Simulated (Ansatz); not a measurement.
Rb

```cif
data_structure
_symmetry_space_group_name_H-M 'P 1'
_symmetry_Int_Tables_number 1
_cell_length_a 5.5215
_cell_length_b 5.5215
_cell_length_c 5.7975
_cell_angle_alpha 90.000
_cell_angle_beta 90.000
_cell_angle_gamma 90.000
_cell_volume 176.75
loop_
_atom_site_label
_atom_site_type_symbol
_atom_site_fract_x
_atom_site_fract_y
_atom_site_fract_z
_atom_site_occupancy
Rb1 Rb 0.00000 0.00000 0.00000 1
Rb2 Rb 0.50000 0.50000 0.50000 1
```

Space group I4/mmm; computed without spin polarisation.

Computed with DFT PBE, scalar-relativistic, plane waves, PAW in Ansatz 0.2.0.

> What can the converged valence pseudo-density and electron localisation function tell about the bonding?

Rb–Rb (4.86 Å): ρ is about 0.01 e/Å³ halfway; the ELF is about 0.15 at the midpoint; no shared electron pair shows on this line.

> Does the calculation give a band gap?

It is metallic or semimetallic at this level of theory: no gap opens.

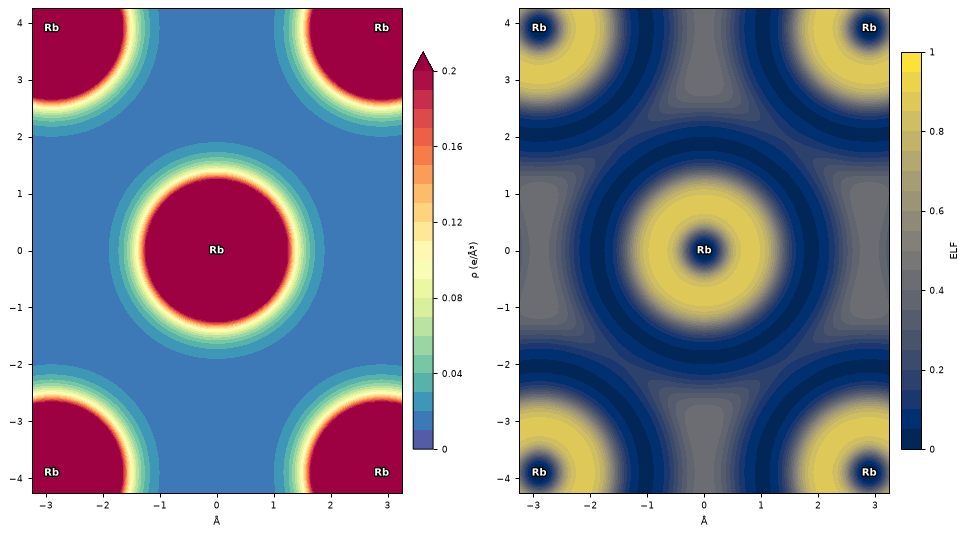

Computed valence pseudo-density and electron localisation function on the (110) plane of the conventional cell, in this order. 
